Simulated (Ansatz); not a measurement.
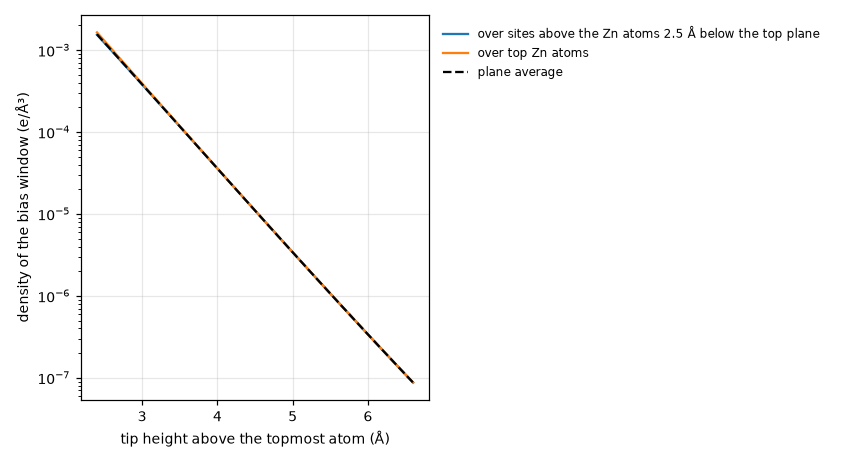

Approach curves over Zn(001) (P6_3/mmc bulk, 5 atomic planes (those closer than 0.6 Å count as one), 10 Å) at a sample bias of −2.00 V.

Images follow the Tersoff–Hamann model: the current is the local density of the sample's states between the Fermi level and the bias, at the tip's centre. Bias windows are sharp sums over the levels of the k mesh.

Method: DFT PBE, scalar-relativistic, plane waves, PAW in Ansatz 0.2.0. Cutoff 420 eV, 21 × 21 k-points, Gaussian smearing 0.1 eV, dipole correction. The slab is a cut without reconstruction beyond its cell, at the source's lattice constants, with its lower half held fixed and the rest relaxed. No spin polarisation. The run couldn't confirm all of its levels under its output density. The run warns that the functional's potential is rough in the thin density of the vacuum, where the tip is; weak contrasts and barriers may feel it.

```cif
data_structure
_symmetry_space_group_name_H-M 'P 1'
_symmetry_Int_Tables_number 1
_cell_length_a 2.6648
_cell_length_b 2.6648
_cell_length_c 27.8934
_cell_angle_alpha 90.000
_cell_angle_beta 90.000
_cell_angle_gamma 120.000
_cell_volume 171.54
loop_
_atom_site_label
_atom_site_type_symbol
_atom_site_fract_x
_atom_site_fract_y
_atom_site_fract_z
_atom_site_occupancy
Zn1 Zn 0.33333 0.66667 0.32266 1
Zn2 Zn 0.66667 0.33333 0.41133 1
Zn3 Zn 0.33333 0.66667 0.50000 1
Zn4 Zn 0.66667 0.33333 0.58867 1
Zn5 Zn 0.33333 0.66667 0.67734 1
```

How fast does the current decay, and what apparent barrier height does that imply?

Answer. Near 4 Å the plane average falls as exp(−2.37 z/Å), a factor of 11 per ångström, which gives an apparent barrier of 5.3 eV (0.952 eV Å² times the slope squared). The vacuum level lies 4.00 eV above zero bias. The apparent barrier is above 4.00 eV. At 4 Å the 0.25 eV of states nearest the highest filled state carry 37 % of the density.
